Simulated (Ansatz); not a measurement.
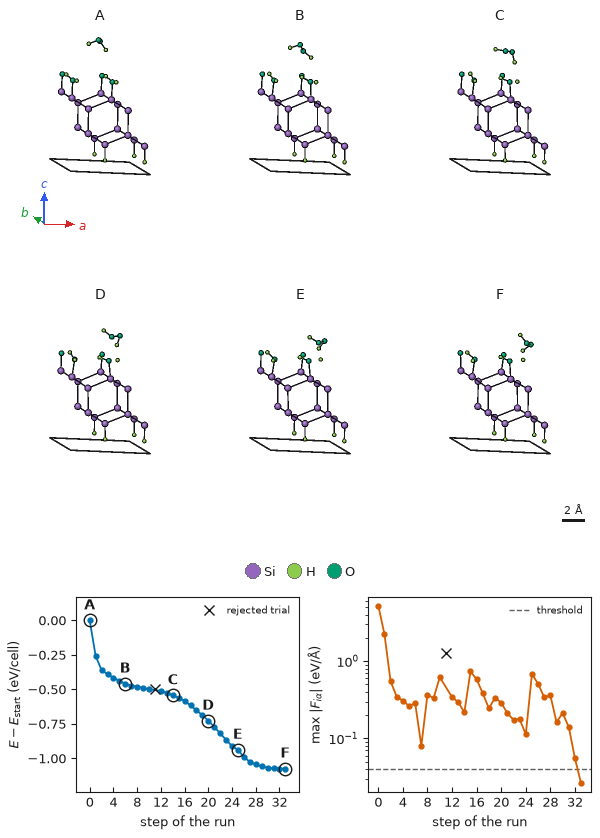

Frames of a constrained relaxation of a slab of composition Si$_{8}$H$_{5}$O$_{3}$ (cut from the Fd-3m phase), marked on the history of the run. A ball-and-stick model of the cell of the calculation, outlined in the plane, without the vacuum (origin shifted), seen slightly off an axis.

Case: 1 H2O2 a cell, tilted, over a top H site. The slab is the (1 1 1) face of Si with H2O2 on it. 8 atoms are held fixed.

Theory: DFT PBE+D3(BJ), scalar-relativistic, plane waves, PAW in Ansatz. Set-up: plane-wave cutoff 420 eV; k-point mesh 3 × 3 × 1; occupations gaussian; smearing width 0.05 eV; no spin polarisation; dipole correction; atoms relaxed in a fixed cell; force threshold 0.04 eV/Å; at most 100 steps.

**What happens along the run?**

The energy falls by 1.073 eV per cell of the calculation in 32 accepted moves (33 points after the start). The largest force component goes from 5.2 to 0.026 eV/Å. The line search rejected the trial step at point 11 of the run. The atom that moves furthest is an O atom (3.72 Å at 55° to the normal (−c side)). By element the largest moves are O 3.72 Å, H 3.19 Å, Si 0.09 Å. The lattice vectors keep their values. Among the contacts that change: O–O 1.317 → 1.460 Å, Si–Si 2.344 → 2.380 Å, Si–Si 2.344 → 2.314 Å, O–Si 1.688 → 1.713 Å. Among the angles between lasting bonds that change: Si–Si–O 111.4° → 105.7°, Si–O–H 114.0° → 119.3°, Si–Si–O 105.3° → 110.1°. The run took 5.9 min on 4 threads of AMD EPYC 9R45 96-Core Processor (Zen 5) (shared host), peak memory 2.7 GiB. From step 0 to 6: an O atom moves most (0.96 Å), energy −0.458 eV per cell of the calculation. From step 6 to 14: an O atom moves most (0.85 Å), energy −84.9 meV per cell of the calculation. From step 14 to 20: an O atom moves most (1.06 Å), energy −0.184 eV per cell of the calculation. From step 20 to 25: an H atom moves most (0.97 Å), energy −0.211 eV per cell of the calculation. From step 25 to 33: an H atom moves most (1.05 Å), energy −0.136 eV per cell of the calculation.

| step | E − E(0), meV/atom | largest force component, eV/Å | note |
| --- | --- | --- | --- |
| 0 | 0.00 | 5.2071 |  |
| 1 | -8.05 | 2.2322 |  |
| 2 | -11.26 | 0.5490 |  |
| 3 | -12.17 | 0.3458 |  |
| 4 | -12.97 | 0.3081 |  |
| 5 | -13.67 | 0.2628 |  |
| 6 | -14.30 | 0.2859 |  |
| 7 | -14.77 | 0.0804 |  |
| 8 | -14.97 | 0.3685 |  |
| 9 | -15.26 | 0.3323 |  |
| 10 | -15.58 | 0.6196 |  |
| 11 | -15.42 | 1.2600 | rejected |
| 12 | -15.94 | 0.3426 |  |
| 14 | -16.95 | 0.2169 |  |
| 15 | -17.49 | 0.7357 |  |
| 16 | -18.24 | 0.5814 |  |
| 17 | -19.24 | 0.3822 |  |
| 18 | -20.35 | 0.2455 |  |
| 20 | -22.71 | 0.2901 |  |
| 21 | -24.10 | 0.2123 |  |
| 22 | -25.57 | 0.1745 |  |
| 23 | -27.03 | 0.1781 |  |
| 25 | -29.29 | 0.6808 |  |
| 26 | -30.91 | 0.5074 |  |
| 27 | -32.03 | 0.3408 |  |
| 28 | -32.58 | 0.3597 |  |
| 29 | -33.05 | 0.1631 |  |
| 31 | -33.47 | 0.1402 |  |
| 32 | -33.53 | 0.0552 |  |
| 33 | -33.55 | 0.0263 |  |

Limits of the set-up: the periodic images lie only 7.7 Å apart, so the values are limited by the cell's size.
